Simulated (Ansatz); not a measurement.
# What a change does: single-point calculation on TaN

System: TaN (Fm-3m, 2 atoms in the cell).
Method of the first run: DFT r2SCAN, scalar-relativistic, plane waves, PAW, no spin polarisation (Ansatz 0.2.0).

The structure derives from an entry of the Crystallography Open Database. Text and figures count atoms from 1; the logs count them from 0 in places.

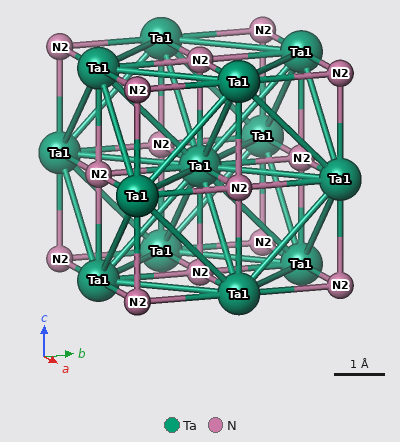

Fig. 1: The structure as given in the input (ball-and-stick view of the cell 4 times as large as that of the calculation, set on its symmetry axes, seen slightly off an axis; atoms are numbered from 1 in the order of the input). An atom can appear more than once, as a periodic image. Near neighbours in the periodic cell (some may lie outside the picture): Ta has 6 N at 2.18 Å and 12 Ta at 3.08 Å; N has 6 Ta at 2.18 Å.

### Input file, the first run
```yaml
crystal:
  lattice:
    - [0.0, 2.179, 2.179]
    - [2.179, 0.0, 2.179]
    - [2.179, 2.179, 0.0]
  atoms:
    - { symbol: Ta, position: [0.5, 0.5, 0.5] }
    - { symbol: "N", position: [0.0, 0.0, 0.0] }
basis:
  ecutwfc: 500
kpoints:
  mp_grid: { grid: [20, 20, 20] }
hamiltonian:
  xc: r2scan
scf:
  occupations: { method: gaussian, width: 0.15 }
output:
  forces: true
  stress: true
  eigenvalues: true
```

Command:
```bash
ansatz run input.yaml --threads 1 --pin off --max-ram 2560MiB --backend cpu --events-out ev --progress --plain --runs-dir out
```

Hardware: 1 thread of Intel Xeon @ 2.70GHz, 189 GiB of memory available, shared host.

### Output, shortened to warnings, some set-up lines, iterations and results (the first run)
```
Basis set: ecut = 500 eV, 531 PW (Γ), exchange–correlation on 96×96×96 points (64 copies of the dense FFT grid, shifted against one another)
Symmetry: 48 space group operations
k-points: 256 of 8000
Initial density: superposition of atomic densities (neutral atoms: chi_scale 0, normalization atom), corrected by the library's trained network
[...]
SCF iter   1: F=—  HF=-10330.968140 eV  |F-HF|=—  |Δ(HF+E_count)|=         —  Δρ=7.27e-3  dr2=3.38e-3  dr2_τ=1.45e-1  ethr=1.77e-3  ⟨swp⟩=5.5  Hψ=41565  notcnv=0  defer=49
SCF iter   2: F=—  HF=-10331.044150 eV  |F-HF|=—  |Δ(HF+E_count)|=   7.60e-2  Δρ=6.23e-3  dr2=5.17e-3  dr2_τ=3.16e-4  ethr=1.88e-5  ⟨swp⟩=2.0  Hψ=9922  notcnv=0  defer=613
SCF iter   3: F=—  HF=-10331.044397 eV  |F-HF|=—  |Δ(HF+E_count)|=   2.47e-4  Δρ=3.72e-3  dr2=8.99e-4  dr2_τ=1.95e-4  ethr=1.88e-5  ⟨swp⟩=2.1  Hψ=4787  notcnv=0  defer=613
SCF iter   4: F=—  HF=-10331.045004 eV  |F-HF|=—  |Δ(HF+E_count)|=   6.07e-4  Δρ=1.73e-3  dr2=5.18e-4  dr2_τ=4.90e-5  ethr=4.99e-6  ⟨swp⟩=2.2  Hψ=5324  notcnv=0  defer=613
SCF iter   5: F=—  HF=-10331.044938 eV  |F-HF|=—  |Δ(HF+E_count)|=   6.60e-5  Δρ=1.01e-3  dr2=2.36e-4  dr2_τ=7.77e-6  ethr=2.88e-6  ⟨swp⟩=1.0  Hψ=3718  notcnv=0  defer=613
SCF iter   6: F=—  HF=-10331.044894 eV  |F-HF|=—  |Δ(HF+E_count)|=   4.34e-5  Δρ=3.17e-4  dr2=2.39e-5  dr2_τ=6.16e-7  ethr=1.31e-6  ⟨swp⟩=1.6  Hψ=4251  notcnv=0  defer=613
SCF iter   7: F=—  HF=-10331.044892 eV  |F-HF|=—  |Δ(HF+E_count)|=   2.37e-6  Δρ=7.33e-5  dr2=1.20e-6  dr2_τ=3.97e-8  ethr=1.33e-7  ⟨swp⟩=2.0  Hψ=4549  notcnv=0  defer=613
SCF iter   8: F=-10331.044892 eV  HF=-10331.044892 eV  |F-HF|=2.84e-8  |Δ(HF+E_count)|=   7.93e-8  Δρ=1.56e-5  dr2=5.34e-8  dr2_τ=2.44e-9  ethr=5.56e-10  ⟨swp⟩=7.7  Hψ=21114  …
SCF 1 converged in 8 iterations: F = -10331.044892 eV  dr2 = 5.34e-8
SCF converged after 8 iterations
Free energy (F): -10331.044892 eV
Harris-Foulkes:  -10331.044892 eV  (|F-HF|=2.84e-8)
Internal energy: -10331.037270 eV  (E = F + TS)
E sigma→0 (E₀):  -10331.041081 eV
Entropy (-TS):   -0.007622 eV (-3.811 meV/atom)
Fermi energy:    22.409750 eV
--- Per-component energies (eV) ---
  E_band       = -49.510991
  E_kinetic    = 505.191473
  E_local      = -565.814007  (includes V_loc(G=0)·N_el)
  E_nonlocal   = 60.128105
  E_hartree    = 192.847157
  E_xc         = -266.449537
  E_vxc        = -309.629914  (∫ρ·V_xc dr)
  E_paw        = -8552.634147  (= ΣΔE_a)
  E_vpaw       = -141.080621  (= ΣTr[D̂ρ^β])
  E_aug_tail   = 0.000078  (compensation charges beyond the density's cutoff)
  E_vtau       = 15.997889  (kinetic-family band-sum trace: ∫τ·v_τ [+ j·A + Jᵃ·Aᵃ] dr)
  E_ewald      = -1703.520548
  E_core_change = -0.785845  (= ΣΔE_core)
  E_smearing   = -0.007622  (= −TS)
  E_closure    = 0.000000  (closes the sum)
  Σ components = -10331.044892   (vs F -10331.044892, Δ=0.00e0)
--- Forces (eV/Å), atoms counted from 1 ---
  atom   1  Ta     0.00000000    -0.00000000     0.00000000
  atom   2  N     -0.00000000    -0.00000000    -0.00000000
  max |Σ_I F_I| component: 3.35e-29 eV/Å
--- Stress (GPa, compression-positive) ---
        9.765151      -0.000000       0.000000
       -0.000000       9.765151       0.000000
        0.000000      -0.000000       9.765151
  P = ⅓ Tr σ = 9.7652 GPa (97.652 kbar)
```

For the second run the input was changed thus:
```diff
-  mp_grid: { grid: [20, 20, 20] }
+  mp_grid: { grid: [18, 18, 18] }
+  write_density: true
+  write_potential: true
+  elf: true
+  volumetric_format: npy
```

Predict how the results change.

The free energy of the second run is 0.5 meV per atom higher, which measures how much it depends on this numerical setting. The number of SCF iterations is the same. The irreducible k-points go from 256 to 195.

### Output, shortened to warnings, some set-up lines, iterations and results (the second run)
```
Basis set: ecut = 500 eV, 531 PW (Γ), exchange–correlation on 96×96×96 points (64 copies of the dense FFT grid, shifted against one another)
Symmetry: 48 space group operations
k-points: 195 of 5832
Initial density: superposition of atomic densities (neutral atoms: chi_scale 0, normalization atom), corrected by the library's trained network
[...]
SCF iter   1: F=—  HF=-10330.966855 eV  |F-HF|=—  |Δ(HF+E_count)|=         —  Δρ=7.31e-3  dr2=3.41e-3  dr2_τ=1.44e-1  ethr=1.77e-3  ⟨swp⟩=5.5  Hψ=31677  notcnv=0  defer=33
SCF iter   2: F=—  HF=-10331.043041 eV  |F-HF|=—  |Δ(HF+E_count)|=   7.62e-2  Δρ=6.25e-3  dr2=5.18e-3  dr2_τ=3.21e-4  ethr=1.89e-5  ⟨swp⟩=2.0  Hψ=7557  notcnv=0  defer=471
SCF iter   3: F=—  HF=-10331.043297 eV  |F-HF|=—  |Δ(HF+E_count)|=   2.56e-4  Δρ=3.74e-3  dr2=9.13e-4  dr2_τ=1.85e-4  ethr=1.89e-5  ⟨swp⟩=2.1  Hψ=3621  notcnv=0  defer=471
SCF iter   4: F=—  HF=-10331.043921 eV  |F-HF|=—  |Δ(HF+E_count)|=   6.23e-4  Δρ=1.69e-3  dr2=4.77e-4  dr2_τ=4.82e-5  ethr=5.07e-6  ⟨swp⟩=2.1  Hψ=4042  notcnv=0  defer=471
SCF iter   5: F=—  HF=-10331.043866 eV  |F-HF|=—  |Δ(HF+E_count)|=   5.51e-5  Δρ=1.01e-3  dr2=2.34e-4  dr2_τ=7.85e-6  ethr=2.65e-6  ⟨swp⟩=1.0  Hψ=2830  notcnv=0  defer=471
SCF iter   6: F=—  HF=-10331.043823 eV  |F-HF|=—  |Δ(HF+E_count)|=   4.23e-5  Δρ=3.55e-4  dr2=3.01e-5  dr2_τ=8.36e-7  ethr=1.30e-6  ⟨swp⟩=1.4  Hψ=3059  notcnv=0  defer=471
SCF iter   7: F=—  HF=-10331.043819 eV  |F-HF|=—  |Δ(HF+E_count)|=   4.20e-6  Δρ=8.03e-5  dr2=1.44e-6  dr2_τ=4.43e-8  ethr=1.67e-7  ⟨swp⟩=2.0  Hψ=3465  notcnv=0  defer=471
SCF iter   8: F=-10331.043819 eV  HF=-10331.043819 eV  |F-HF|=3.09e-8  |Δ(HF+E_count)|=   9.45e-8  Δρ=1.63e-5  dr2=5.78e-8  dr2_τ=2.60e-9  ethr=5.56e-10  ⟨swp⟩=11.5  Hψ=21735 …
SCF 1 converged in 8 iterations: F = -10331.043819 eV  dr2 = 5.78e-8
SCF converged after 8 iterations
Free energy (F): -10331.043819 eV
Harris-Foulkes:  -10331.043819 eV  (|F-HF|=3.09e-8)
Internal energy: -10331.034781 eV  (E = F + TS)
E sigma→0 (E₀):  -10331.039300 eV
Entropy (-TS):   -0.009038 eV (-4.519 meV/atom)
Fermi energy:    22.431792 eV
--- Per-component energies (eV) ---
  E_band       = -49.486178
  E_kinetic    = 505.207073
  E_local      = -565.848314  (includes V_loc(G=0)·N_el)
  E_nonlocal   = 60.131418
  E_hartree    = 192.869568
  E_xc         = -266.450627
  E_vxc        = -309.629748  (∫ρ·V_xc dr)
  E_paw        = -8552.637584  (= ΣΔE_a)
  E_vpaw       = -141.084908  (= ΣTr[D̂ρ^β])
  E_aug_tail   = 0.000078  (compensation charges beyond the density's cutoff)
  E_vtau       = 15.997264  (kinetic-family band-sum trace: ∫τ·v_τ [+ j·A + Jᵃ·Aᵃ] dr)
  E_ewald      = -1703.520548
  E_core_change = -0.785845  (= ΣΔE_core)
  E_smearing   = -0.009038  (= −TS)
  E_closure    = 0.000000  (closes the sum)
  Σ components = -10331.043819   (vs F -10331.043819, Δ=0.00e0)
--- Forces (eV/Å), atoms counted from 1 ---
  atom   1  Ta     0.00000000    -0.00000000    -0.00000000
  atom   2  N     -0.00000000    -0.00000000    -0.00000000
  max |Σ_I F_I| component: 2.30e-29 eV/Å
--- Stress (GPa, compression-positive) ---
        9.785909      -0.000000       0.000000
       -0.000000       9.785909       0.000000
        0.000000      -0.000000       9.785909
  P = ⅓ Tr σ = 9.7859 GPa (97.859 kbar)
```

### The two runs side by side

| quantity | the first run | the second run |
| --- | --- | --- |
| outcome | converged | converged |
| free energy per atom (eV) | −5165.5224 | −5165.5219 |
| energy per atom, smearing taken to zero (eV) | −5165.5205 | −5165.5197 |
| gap on the mesh (eV) | 0.00 | 0.00 |
| pressure (GPa) | 9.77 | 9.79 |
| largest force (eV/Å) | 0.000 | 0.000 |
| SCF iterations | 8 | 8 |
| irreducible k-points | 256 | 195 |
| plane waves at Γ | 531 | 531 |
| wall time (shared host) | 9 s | 13 s |

For both runs: Spin–orbit coupling is left out, which matters for Ta. The cell is under a pressure of 9.8 GPa at this level, so it is not at its equilibrium volume.
